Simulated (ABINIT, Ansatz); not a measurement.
# Quasiparticle gap of BaTiO3 (P4mm) in ABINIT

Wanted: ground state, empty states, screening and self-energy for BaTiO3 (P4mm).

Calculated with ABINIT 10.8.3; LDA and many-body steps on it, plane waves.

The database entry behind the starting cell differs from later determinations by our own check (c/a about 0.6 % short), so it need not match the best structure at ambient conditions.

## Step 1: Starting point

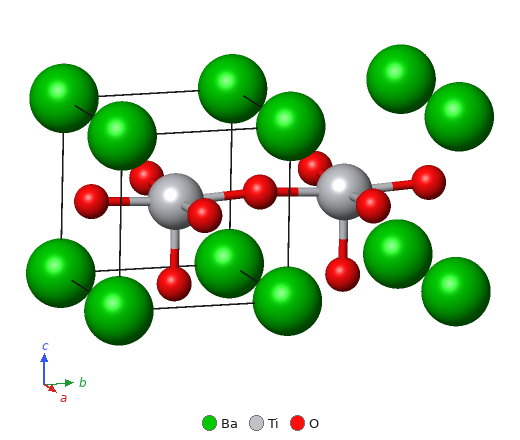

The starting structure, seen slightly off an axis (barium green, titanium light grey, oxygen red). 1×2×1 cells are drawn. Some periodic images of atoms are drawn too.

The cell and positions come from the Crystallography Open Database and are kept as given unless a step says otherwise. Spin-orbit coupling is left out unless a step names it.

## Step 2: Ground state

This step: ABINIT 10.8.3; DFT, LDA, plane waves, norm-conserving pseudopotentials.

The ground-state density comes first.

The input, run.abi:

```
acell 3*1.0 Angstrom
rprim 
  3.999800000000 0.000000000000 0.000000000000
  0.000000000000 3.999800000000 0.000000000000
  0.000000000000 0.000000000000 4.018000000000
ntypat 3
znucl 56 22 8
natom 5
typat 1 2 3 3 3
xred 
  0.000000000000 0.000000000000 0.000000000000
  0.500000000000 0.500000000000 0.490000000000
  0.500000000000 0.500000000000 0.019000000000
  0.500000000000 0.000000000000 0.517000000000
  0.000000000000 0.500000000000 0.517000000000
pp_dirpath "pseudos"
pseudos "Ba.upf, Ti.upf, O.upf"
ecut 38
ngkpt 6 6 6
nshiftk 1
shiftk 0 0 0
kptopt 1
chksymbreak 0
nband 26
occopt 1
tolvrs 1e-10
nstep 60
prtwf 0
optforces 0
optstress 0
indata_prefix "in"
outdata_prefix "out"
tmpdata_prefix "tmp"
```

Run with:

```
$ OMP_NUM_THREADS=1 mpirun -n 8 abinit run.abi > log
```

Numbers of over 12 decimals in the logs are rounded to 6 here.

The log of the run:

```text
.Version 10.8.3 of ABINIT. v10.8.2 released Aug 2026.

 Symmetries : space group P4 m m (# 99); Bravais tP (primitive tetrag.)
================================================================================
 Values of the parameters that define the memory need of the present run
     intxc =       0    ionmov =       0      iscf =       7    lmnmax =       6
     lnmax =       6     mgfft =      45  mpssoang =       3    mqgrid =    3001
     natom =       5  nloc_mem =       1    nspden =       1   nspinor =       1
    nsppol =       1      nsym =       8    n1xccc =    2501    ntypat =       3
    occopt =       1   xclevel =       1
-    mband =          26        mffmem =           1         mkmem =           5
       mpw =        4870          nfft =       91125          nkpt =          40
================================================================================
  Rough estimation (10% accuracy) of disk space for files :
================================================================================

--------------------------------------------------------------------------------
------------- Echo of variables that govern the present computation ------------
--------------------------------------------------------------------------------
 -outvars: echo values of preprocessed input variables --------
            acell      1.8897261259E+00  1.8897261259E+00  1.8897261259E+00 Bohr

      chksymbreak           0
             ecut      3.80000000E+01 Hartree
-          fftalg         312

              ixc       -1012
              kpt      0.00000000E+00  0.00000000E+00  0.00000000E+00
                       1.66666667E-01  0.00000000E+00  0.00000000E+00
                       3.33333333E-01  0.00000000E+00  0.00000000E+00
                       5.00000000E-01  0.00000000E+00  0.00000000E+00
                       1.66666667E-01  1.66666667E-01  0.00000000E+00
                       3.33333333E-01  1.66666667E-01  0.00000000E+00
                       5.00000000E-01  1.66666667E-01  0.00000000E+00
                       3.33333333E-01  3.33333333E-01  0.00000000E+00
                       5.00000000E-01  3.33333333E-01  0.00000000E+00
   [... 29 further rows ...]
                       5.00000000E-01  3.33333333E-01  5.00000000E-01
                       5.00000000E-01  5.00000000E-01  5.00000000E-01
         kptrlatt        6    0    0      0    6    0      0    0    6
          kptrlen      4.53511594E+01
P           mkmem           5
            natom           5
            nband          26
            ngfft          45      45      45
             nkpt          40
            nstep          60
             nsym           8
           ntypat           3
              occ      2.000000  2.000000  2.000000  2.000000  2.000000  2.000000
                       2.000000  2.000000  2.000000  2.000000  2.000000  2.000000
                       2.000000  2.000000  2.000000  2.000000  2.000000  2.000000
                       2.000000  2.000000  0.000000  0.000000  0.000000  0.000000
                       0.000000  0.000000
        optforces           0
        optstress           0
            prtwf           0
            rprim      3.9998000000E+00  0.0000000000E+00  0.0000000000E+00
[...]
spgroup          99

           tolvrs      1.00000000E-10

             xred      0.0000000000E+00  0.0000000000E+00  0.0000000000E+00
[...]
znucl       56.00000   22.00000    8.00000

================================================================================

 chkinp: Checking input parameters for consistency.

================================================================================
== DATASET  1 ==================================================================
-   mpi_nproc: 8, omp_nthreads: 1 (-1 if OMP is not activated)

--- !DatasetInfo
iteration_state: {dtset: 1, }
dimensions: {natom: 5, nkpt: 40, mband: 26, nsppol: 1, nspinor: 1, nspden: 1, mpw: 4870, }
cutoff_energies: {ecut:  38.0, pawecutdg:  -1.0, }
electrons: {nelect:   4.00000000E+01, charge:   0.00000000E+00, occopt:   1.00000000E+00, tsmear:   1.00000000E-02, }

 Real(R)+Recip(G) space primitive vectors, cartesian coordinates (Bohr,Bohr^-1):
 R(1)=  7.5585266  0.0000000  0.0000000  G(1)=  0.1323009  0.0000000  0.0000000
 R(2)=  0.0000000  7.5585266  0.0000000  G(2)=  0.0000000  0.1323009  0.0000000
 R(3)=  0.0000000  0.0000000  7.5929196  G(3)=  0.0000000  0.0000000  0.1317016
 Unit cell volume ucvol=  4.3379355E+02 bohr^3
 Angles (23,13,12)=  9.00000000E+01  9.00000000E+01  9.00000000E+01 degrees

 getcut: wavevector=  0.0000  0.0000  0.0000  ngfft=  45  45  45
         ecut(hartree)=     38.000   => boxcut(ratio)=   2.08827

--- Pseudopotential description ------------------------------------------------
- Ba Generated using ONCVPSP code by D. R. Hamann
- 56.00000  10.00000  180309                  znucl, zion, pspdat
12 -1012 2 -1 1912                            pspcod,pspxc,lmax,lloc,mmax
     nproj     2     2     2
  pspatm : epsatm=   25.95172157
         --- l  ekb(1:nproj) -->
[...]
pspatm: atomic psp has been read  and splines computed

- Ti Generated using ONCVPSP code by D. R. Hamann
- 22.00000  12.00000  180309                  znucl, zion, pspdat
12 -1012 2 -1 1568                            pspcod,pspxc,lmax,lloc,mmax
     nproj     2     2     2
  pspatm : epsatm=   14.84363209
         --- l  ekb(1:nproj) -->
[...]
pspatm: atomic psp has been read  and splines computed

- O Generated using ONCVPSP code by D. R. Hamann
-  8.00000   6.00000  201201                  znucl, zion, pspdat
12 -1012 2 -1 926                             pspcod,pspxc,lmax,lloc,mmax
     nproj     2     2     1
  pspatm : epsatm=    6.27558587
         --- l  ekb(1:nproj) -->
[...]
2   -1.033686
 pspatm: atomic psp has been read  and splines computed

   2.38488445E+03                                ecore*ucvol(ha*bohr**3)
--------------------------------------------------------------------------------

_setup2: Arith. and geom. avg. npw (full set) are    4853.144    4853.130

================================================================================

--- !BeginCycle
iteration_state: {dtset: 1, }
solver: {iscf: 7, nstep: 60, nline: 4, wfoptalg: 0, }
tolerances: {tolvrs: 1.00E-10, }

     iter   Etot(hartree)      deltaE(h)  residm     vres2
 ETOT  1  -136.77484594279    -1.368E+02 9.573E-02 1.866E+03
 ETOT  2  -127.56597573393     9.209E+00 2.367E-01 3.452E+04
 ETOT  3  -137.30594444160    -9.740E+00 8.689E-02 5.168E+02
 ETOT  4  -137.32262049448    -1.668E-02 8.853E-02 3.446E+02
 ETOT  5  -137.37577749561    -5.316E-02 1.154E-02 9.580E+01
 ETOT  6  -137.39299104508    -1.721E-02 2.468E-02 1.364E+01
 ETOT  7  -137.39588015252    -2.889E-03 3.826E-02 1.627E-02
 ETOT  8  -137.39583434773     4.580E-05 5.368E-03 2.485E-01
 ETOT  9  -137.39588325127    -4.890E-05 5.246E-03 1.761E-02
 ETOT 10  -137.39588670807    -3.457E-06 4.714E-03 1.548E-03
 ETOT 11  -137.39588701645    -3.084E-07 8.880E-03 5.944E-05
 ETOT 12  -137.39588702860    -1.215E-08 2.274E-03 9.300E-08
 ETOT 13  -137.39588702861    -1.936E-11 1.271E-03 2.609E-08
 ETOT 14  -137.39588702862    -8.555E-12 1.198E-03 2.492E-10
 ETOT 15  -137.39588702863    -2.586E-12 3.987E-04 7.545E-12

 At SCF step   15       vres2   =  7.54E-12 < tolvrs=  1.00E-10 =>converged.

--- !ResultsGS
iteration_state: {dtset: 1, }
comment   : Summary of ground state results
lattice_vectors:
- [  7.5585266,   0.0000000,   0.0000000, ]
- [  0.0000000,   7.5585266,   0.0000000, ]
- [  0.0000000,   0.0000000,   7.5929196, ]
lattice_lengths: [   7.55853,    7.55853,    7.59292, ]
lattice_angles: [ 90.000,  90.000,  90.000, ] # degrees, (23, 13, 12)
lattice_volume:   4.3379355E+02
convergence: {deltae: -2.586E-12, res2:  7.545E-12, residm:  3.987E-04, diffor:  0.000E+00, }
etotal    :  -1.37395887E+02
entropy   :   0.00000000E+00
fermie    :   2.30683409E-01
cartesian_stress_tensor: null
pressure_GPa: null
xred      :
- [  0.0000E+00,   0.0000E+00,   0.0000E+00, Ba]
- [  5.0000E-01,   5.0000E-01,   4.9000E-01, Ti]
- [  5.0000E-01,   5.0000E-01,   1.9000E-02,  O]
- [  5.0000E-01,   0.0000E+00,   5.1700E-01,  O]
- [  0.0000E+00,   5.0000E-01,   5.1700E-01,  O]
cartesian_forces: null
force_length_stats: {min: null, max: null, mean: null, }

 Integrated electronic density in atomic spheres:
 ------------------------------------------------
 Atom  Sphere_radius  Integrated_density
[...]
================================================================================

 ----iterations are completed or convergence reached----

 Mean square residual over all n,k,spin=   40.087E-07; max=  39.869E-05
 reduced coordinates (array xred) for    5 atoms
       0.000000000000      0.000000000000      0.000000000000
       0.500000000000      0.500000000000      0.490000000000
       0.500000000000      0.500000000000      0.019000000000
       0.500000000000      0.000000000000      0.517000000000
       0.000000000000      0.500000000000      0.517000000000
 rms dE/dt=  0.0000E+00; max dE/dt=  0.0000E+00; dE/dt below (all hartree)
    1       0.000000000000      0.000000000000      0.000000000000
    2       0.000000000000      0.000000000000      0.000000000000
    3       0.000000000000      0.000000000000      0.000000000000
    4       0.000000000000      0.000000000000      0.000000000000
    5       0.000000000000      0.000000000000      0.000000000000

 cartesian coordinates (angstrom) at end:
    1      0.000000     0.000000     0.000000
    2      1.999900     1.999900     1.968820
    3      1.999900     1.999900     0.076342
    4      1.999900     0.000000     2.077306
    5      0.000000     1.999900     2.077306
 length scales=  1.889726125908  1.889726125908  1.889726125908 bohr
              =  1.000000000000  1.000000000000  1.000000000000 angstroms
 prteigrs : about to open file out_EIG
 Fermi (or HOMO) energy (hartree) =   0.23068   Average Vxc (hartree)=  -0.43855
 Eigenvalues (hartree) for nkpt=  40  k points:
 kpt#   1, nband= 26, wtk=  0.00463, kpt=  0.0000  0.0000  0.0000 (reduced coord)
  -1.82430   -0.96373   -0.96260   -0.96260   -0.67865   -0.37784   -0.35256   -0.35051
  -0.13235   -0.13235   -0.13228    0.14471    0.14509    0.14509    0.18471    0.18471
   0.18810    0.22010    0.22036    0.22036    0.29471    0.30277    0.30277    0.38078
   0.38425    0.41170
 prteigrs : prtvol=0 or 1, do not print more k-points.

--- !EnergyTerms
iteration_state     : {dtset: 1, }
comment             : Components of total free energy in Hartree
kinetic             :  6.25608111893316E+01
hartree             :  2.96536845409074E+01
xc                  : -2.77225556008937E+01
Ewald energy        : -1.03499980157244E+02
psp_core            :  5.49774073633474E+00
local_psp           : -1.00086460795080E+02
non_local_psp       : -3.79912694198237E+00
total_energy        : -1.37395887028626E+02
total_energy_eV     : -3.73873255054510E+03
band_energy         : -1.09693036246786E+01

== END DATASET(S) ==============================================================
================================================================================

 -outvars: echo values of variables after computation  --------
           etotal     -1.3739588703E+02
            nband          26
             nkpt          40
          spgroup          99
 [... the other variables as echoed above ...]

 Calculation completed.
```

It took 88 s on 8 MPI ranks of Arm Neoverse N1, shared host; peak memory 0.67 GiB.

This step gave:

```yaml
total_energy: -3738.7326 eV
gap: 1.742 eV
k_of_the_valence_top: 0.5, 0.5, 0.5
k_of_the_conduction_bottom: 0, 0, 0
least_direct_gap: 2.023 eV
```

The gap is indirect, with the least direct gap 0.28 eV higher.

## Step 3: Empty states on the mesh, 4×4×4 mesh, 83 bands

The sums over transitions need many empty states on a uniform mesh; this step solves for them.

run.abi, as its differences from that of step 2:

```diff
@@ -18,3 +18,3 @@
 ecut 38
-ngkpt 6 6 6
+ngkpt 4 4 4
 nshiftk 1
@@ -23,9 +23,10 @@
 chksymbreak 0
-nband 26
-occopt 1
-tolvrs 1e-10
+iscf -2
+irdden 1
+istwfk *1
+nband 83
+nbdbuf 6
+tolwfr 1e-09
 nstep 60
-prtwf 0
-optforces 0
-optstress 0
+prtvol 0
 indata_prefix "in"
```

The log of the run:

```text
.Version 10.8.3 of ABINIT. v10.8.2 released Aug 2026.

 Symmetries : space group P4 m m (# 99); Bravais tP (primitive tetrag.)
[... echo of the input left out ...]
== DATASET  1 ==================================================================
-   mpi_nproc: 8, omp_nthreads: 1 (-1 if OMP is not activated)

--- !DatasetInfo
iteration_state: {dtset: 1, }
dimensions: {natom: 5, nkpt: 18, mband: 83, nsppol: 1, nspinor: 1, nspden: 1, mpw: 4929, }
cutoff_energies: {ecut:  38.0, pawecutdg:  -1.0, }
electrons: {nelect:   4.00000000E+01, charge:   0.00000000E+00, occopt:   1.00000000E+00, tsmear:   1.00000000E-02, }

 Real(R)+Recip(G) space primitive vectors, cartesian coordinates (Bohr,Bohr^-1):
 R(1)=  7.5585266  0.0000000  0.0000000  G(1)=  0.1323009  0.0000000  0.0000000
 R(2)=  0.0000000  7.5585266  0.0000000  G(2)=  0.0000000  0.1323009  0.0000000
 R(3)=  0.0000000  0.0000000  7.5929196  G(3)=  0.0000000  0.0000000  0.1317016
 Unit cell volume ucvol=  4.3379355E+02 bohr^3
 Angles (23,13,12)=  9.00000000E+01  9.00000000E+01  9.00000000E+01 degrees

 getcut: wavevector=  0.0000  0.0000  0.0000  ngfft=  45  45  45
         ecut(hartree)=     38.000   => boxcut(ratio)=   2.08827

--- Pseudopotential description ------------------------------------------------
- Ba Generated using ONCVPSP code by D. R. Hamann
- 56.00000  10.00000  180309                  znucl, zion, pspdat
12 -1012 2 -1 1912                            pspcod,pspxc,lmax,lloc,mmax
     nproj     2     2     2
  pspatm : epsatm=   25.95172157
         --- l  ekb(1:nproj) -->
             0    6.668455    0.685657
             1    5.046948    0.410312
             2    2.551809    0.419281
 pspatm: atomic psp has been read  and splines computed

- Ti Generated using ONCVPSP code by D. R. Hamann
- 22.00000  12.00000  180309                  znucl, zion, pspdat
12 -1012 2 -1 1568                            pspcod,pspxc,lmax,lloc,mmax
     nproj     2     2     2
  pspatm : epsatm=   14.84363209
         --- l  ekb(1:nproj) -->
[...]
pspatm: atomic psp has been read  and splines computed

- O Generated using ONCVPSP code by D. R. Hamann
-  8.00000   6.00000  201201                  znucl, zion, pspdat
12 -1012 2 -1 926                             pspcod,pspxc,lmax,lloc,mmax
     nproj     2     2     1
  pspatm : epsatm=    6.27558587
         --- l  ekb(1:nproj) -->
[...]
2   -1.033686
 pspatm: atomic psp has been read  and splines computed

--------------------------------------------------------------------------------

================================================================================
 prteigrs : about to open file out_EIG
 Non-SCF case, kpt    1 (  0.00000  0.00000  0.00000), residuals and eigenvalues=
  1.66E-10  5.81E-10  3.18E-10  5.08E-10  1.94E-10  2.61E-10  2.29E-10  2.38E-10
  3.80E-10  8.04E-10  1.51E-10  9.13E-10  1.24E-10  5.52E-10  1.12E-10  2.36E-10
  1.96E-10  7.77E-10  2.63E-10  9.96E-10  8.44E-10  4.08E-10  4.80E-10  7.90E-10
[...]
-1.8243E+00 -9.6373E-01 -9.6260E-01 -9.6260E-01 -6.7865E-01 -3.7784E-01
 -3.5256E-01 -3.5051E-01 -1.3235E-01 -1.3235E-01 -1.3228E-01  1.4471E-01
  1.4509E-01  1.4509E-01  1.8471E-01  1.8471E-01  1.8810E-01  2.2010E-01
[...]
1.6176E+00  1.6180E+00  1.6180E+00  1.7422E+00  1.7980E+00  1.8099E+00
  1.8099E+00  1.8130E+00  1.8291E+00  1.8291E+00  1.8473E+00  1.8601E+00
  1.8643E+00  1.8643E+00  1.8693E+00  1.9039E+00  1.9142E+00
 prteigrs : prtvol=0 or 1, do not print more k-points.

--- !ResultsGS
iteration_state: {dtset: 1, }
comment   : Summary of ground state results
lattice_vectors:
- [  7.5585266,   0.0000000,   0.0000000, ]
- [  0.0000000,   7.5585266,   0.0000000, ]
- [  0.0000000,   0.0000000,   7.5929196, ]
lattice_lengths: [   7.55853,    7.55853,    7.59292, ]
lattice_angles: [ 90.000,  90.000,  90.000, ] # degrees, (23, 13, 12)
lattice_volume:   4.3379355E+02
convergence: {deltae:  0.000E+00, res2:  0.000E+00, residm:  9.985E-10, diffor:  0.000E+00, }
etotal    :  -1.37395887E+02
entropy   :   0.00000000E+00
fermie    :   2.30683409E-01
cartesian_stress_tensor: null
pressure_GPa: null
xred      :
- [  0.0000E+00,   0.0000E+00,   0.0000E+00, Ba]
- [  5.0000E-01,   5.0000E-01,   4.9000E-01, Ti]
- [  5.0000E-01,   5.0000E-01,   1.9000E-02,  O]
- [  5.0000E-01,   0.0000E+00,   5.1700E-01,  O]
- [  0.0000E+00,   5.0000E-01,   5.1700E-01,  O]
cartesian_forces: null
force_length_stats: {min: null, max: null, mean: null, }

 Integrated electronic density in atomic spheres:
 ------------------------------------------------
 Atom  Sphere_radius  Integrated_density
[...]
================================================================================

 ----iterations are completed or convergence reached----

 Mean square residual over all n,k,spin=   46.655E-11; max=  99.847E-11
 reduced coordinates (array xred) for    5 atoms
[...]
0.000000000000      0.500000000000      0.517000000000

 cartesian coordinates (angstrom) at end:
    1      0.000000     0.000000     0.000000
    2      1.999900     1.999900     1.968820
    3      1.999900     1.999900     0.076342
    4      1.999900     0.000000     2.077306
    5      0.000000     1.999900     2.077306
 length scales=  1.889726125908  1.889726125908  1.889726125908 bohr
              =  1.000000000000  1.000000000000  1.000000000000 angstroms
 prteigrs : about to open file out_EIG
 Eigenvalues (hartree) for nkpt=  18  k points:
 kpt#   1, nband= 83, wtk=  0.01563, kpt=  0.0000  0.0000  0.0000 (reduced coord)
[...]
1.57320    1.60097    1.61759    1.61801    1.61801    1.74216    1.79804    1.80991
   1.80991    1.81298    1.82908    1.82908    1.84730    1.86008    1.86429    1.86429
   1.86929    1.90389    1.91417
 prteigrs : prtvol=0 or 1, do not print more k-points.

== END DATASET(S) ==============================================================
================================================================================

 -outvars: echo values of variables after computation  --------
            nband          83
             nkpt          18
          spgroup          99
 [... the other variables as echoed above ...]

 Calculation completed.
```

Run time: 82 s. Hardware: 8 MPI ranks; peak memory 0.63 GiB; 11 min of CPU time.

This step gave:

* gap: 1.742 eV
* k of the valence top: 0.5, 0.5, 0.5
* k of the conduction bottom: 0, 0, 0
* least direct gap: 2.023 eV
* k points computed: 18
* lowest point of the top converged band, above the valence top: 43.28 eV

On this mesh the gap is 1.742 eV.

[end of part 1 of 2]

[Paths, hosts, dates, memory and timing lines, banners, echoed tables and standing remarks are left out of the program output.]

[Logs are printed without paths, hosts, clocks, repeated set-up lines and the standing remarks that a program may print on its own settings, such as how far it seeks lower states.]

[Runs of the session that timed out or met a known fault of the program may be left out.]

[Hosts, paths, dates, database ids (printed as entryN), source tags and the programs' standing remarks are cut or masked in the printed files.]

[G0W0 gaps are taken among the corrected bands and points alone; a level outside them can change the order at an edge.]

[Where Ansatz stands beside ABINIT at settings called matched, ABINIT's density can come from a denser mesh and the files from another edition; pairs whose starting gaps differed by over 0.03 eV were left out, so agreement reads better than it is.]
